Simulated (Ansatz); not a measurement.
# C4H8 (1-butene): B3LYP/6-31G(d) (spherical functions)

What is the vertical singlet–triplet gap of C4H8 (1-butene) at B3LYP/6-31G* (spherical functions)? 

The calculation is run with Ansatz 0.2.0.

31 further runs of the same task are left out: 31 set aside as unsound or not needed.

## Step 1: The molecule

C4H8: 12 atoms, total charge 0, spin state singlet. SMILES: `C=CCC`. The shape is that of a PBE0-D4/def2-TZVP optimisation. This is one conformer, not always the lowest.

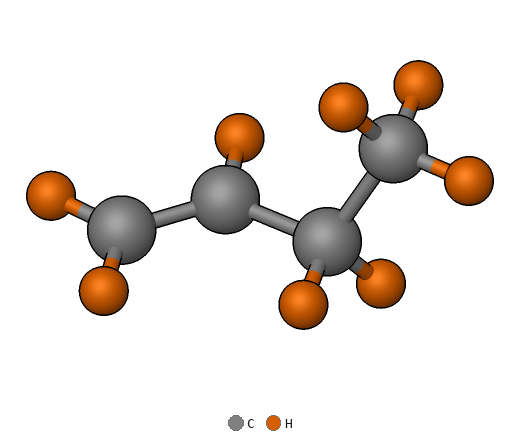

The structure, seen from a chosen angle (carbon grey, hydrogen orange).

## Step 2: A single-point energy at B3LYP/6-31G(d) (spherical functions)

input.yaml

```yaml
basis:
  gaussian:
    orbitals: 6-31G_st_-spherical.json
crystal:
  periodic: [false, false, false]
  atoms:
    - {symbol: C, position_ang: [-0.102800, 1.905000, 0.560800]}
    - {symbol: C, position_ang: [0.327700, 0.889700, -0.174300]}
    - {symbol: C, position_ang: [-0.446000, -0.352500, -0.465500]}
    - {symbol: C, position_ang: [0.258200, -1.608200, 0.036200]}
    - {symbol: H, position_ang: [-1.092900, 1.899200, 1.007100]}
    - {symbol: H, position_ang: [0.512900, 2.778300, 0.742300]}
    - {symbol: H, position_ang: [1.330000, 0.935100, -0.599700]}
    - {symbol: H, position_ang: [-1.442300, -0.274800, -0.019600]}
    - {symbol: H, position_ang: [-0.593000, -0.436900, -1.549400]}
    - {symbol: H, position_ang: [1.253200, -1.704600, -0.406500]}
    - {symbol: H, position_ang: [0.380200, -1.579000, 1.121300]}
    - {symbol: H, position_ang: [-0.308300, -2.506700, -0.218800]}
hamiltonian:
  xc: {name: B3LYP}
accuracy: high
output: {orbitals: {seedname: orbitals}}
```

The basis set 6-31G* is read from a file made from the Basis Set Exchange's data (not shown).

The run is started by

```sh
$ ansatz run input.yaml --threads 1 --pin off --max-ram 3480MiB --events-out events.jsonl --progress --plain --runs-dir runs
```

What it wrote:

```text
Warning: RAYON_NUM_THREADS=1 ignored (pool sized by the plan → 1); use --threads N
Functional definition: B3LYP
  name "B3LYP"
  parameter a0 = 0.2
  parameter ax = 0.72
  parameter ac = 0.81
  exchange = (1 - a0 - ax)*slater_x + ax*b88_x + a0*exact_x
  correlation = (1 - ac)*vwn_rpa_c + ac*lyp_c
1830 factors; integrals over basis functions are off by at most 3.2e-9 eV
mean field evaluation 1: about -4271.1967 eV, gradient 5.2e1 eV
mean field evaluation 2: about -4269.7394 eV, gradient 5.7e1 eV
mean field evaluation 4: about -4278.0971 eV, gradient 3.3e0 eV
mean field evaluation 8: about -4278.1111 eV, gradient 2.3e-2 eV
mean field evaluation 16: about -4278.1111 eV, gradient 1.7e-6 eV
mean field -4278.11114072 eV, -157.2176846135 hartree, gradient 3.0e-8 eV, S^2 0.000000; 0 other end points of the search recorded, 0 dependent functions left out
reference -4278.11117628 eV, -157.2176859205 hartree; 16, 16 occupied and 56, 56 virtual orbitals, 1830 factors
Total energy: -4278.11117628 eV, -157.2176859205 hartree
```

It took 6.3 s on 1 thread of Intel Xeon Platinum 8488C (Sapphire Rapids), shared host; peak memory 0.24 GiB.

## Step 3: The triplet at the same level

in.yaml

```yaml
crystal:
  periodic: [false, false, false]
  atoms:
    - {symbol: C, position_ang: [-0.102800, 1.905000, 0.560800]}
    - {symbol: C, position_ang: [0.327700, 0.889700, -0.174300]}
    - {symbol: C, position_ang: [-0.446000, -0.352500, -0.465500]}
    - {symbol: C, position_ang: [0.258200, -1.608200, 0.036200]}
    - {symbol: H, position_ang: [-1.092900, 1.899200, 1.007100]}
    - {symbol: H, position_ang: [0.512900, 2.778300, 0.742300]}
    - {symbol: H, position_ang: [1.330000, 0.935100, -0.599700]}
    - {symbol: H, position_ang: [-1.442300, -0.274800, -0.019600]}
    - {symbol: H, position_ang: [-0.593000, -0.436900, -1.549400]}
    - {symbol: H, position_ang: [1.253200, -1.704600, -0.406500]}
    - {symbol: H, position_ang: [0.380200, -1.579000, 1.121300]}
    - {symbol: H, position_ang: [-0.308300, -2.506700, -0.218800]}
basis:
  gaussian:
    orbitals: 6-31G_st_-spherical.json
magnetization:
  spin_polarized: true
  initial_magnetization: 2
hamiltonian:
  xc: {name: B3LYP}
accuracy: high
output: {orbitals: {seedname: orbitals}}
```

The basis set 6-31G* is read from a file made from the Basis Set Exchange's data (not shown).

The run is started by

```sh
$ ansatz run in.yaml --threads 1 --pin off --max-ram 3480MiB --events-out events.jsonl --progress --plain --runs-dir runs
```

What it wrote:

```text
Warning: RAYON_NUM_THREADS=1 ignored (pool sized by the plan → 1); use --threads N
Functional definition: B3LYP
  name "B3LYP"
  parameter a0 = 0.2
  parameter ax = 0.72
  parameter ac = 0.81
  exchange = (1 - a0 - ax)*slater_x + ax*b88_x + a0*exact_x
  correlation = (1 - ac)*vwn_rpa_c + ac*lyp_c
1830 factors; integrals over basis functions are off by at most 3.2e-9 eV
mean field evaluation 1: about -4266.4585 eV, gradient 3.6e1 eV
mean field evaluation 2: about -4264.9480 eV, gradient 4.0e1 eV
mean field evaluation 4: about -4273.3045 eV, gradient 1.1e0 eV
mean field evaluation 8: about -4273.5568 eV, gradient 5.8e-2 eV
mean field evaluation 16: about -4273.5569 eV, gradient 2.5e-5 eV
mean field -4273.55687475 eV, -157.0503184263 hartree, gradient 3.4e-8 eV, S^2 2.006499; 0 other end points of the search recorded, 0 dependent functions left out
reference -4273.55691066 eV, -157.0503197458 hartree; 17, 15 occupied and 55, 57 virtual orbitals, 1830 factors
Total energy: -4273.55691066 eV, -157.0503197458 hartree
```

It took 14 s on 1 thread of Intel Xeon Platinum 8488C (Sapphire Rapids), shared host; peak memory 0.34 GiB.

## Step 4: Summary of results

At B3LYP/6-31G* (spherical functions):

```
                                        quantity          value
                           singlet: total energy  -157.21769 Eh
                            singlet: HOMO energy       -6.82 eV
                            singlet: LUMO energy        0.77 eV
                          singlet: HOMO–LUMO gap        7.58 eV
                           triplet: total energy  -157.05032 Eh
     triplet: HOMO energy (highest over α and β)       -2.32 eV
                                   triplet: ⟨S²⟩          2.006
vertical energy of the triplet above the singlet       4.554 eV
```

In words: At this shape the triplet lies 4.55 eV (105 kcal/mol) above the singlet.
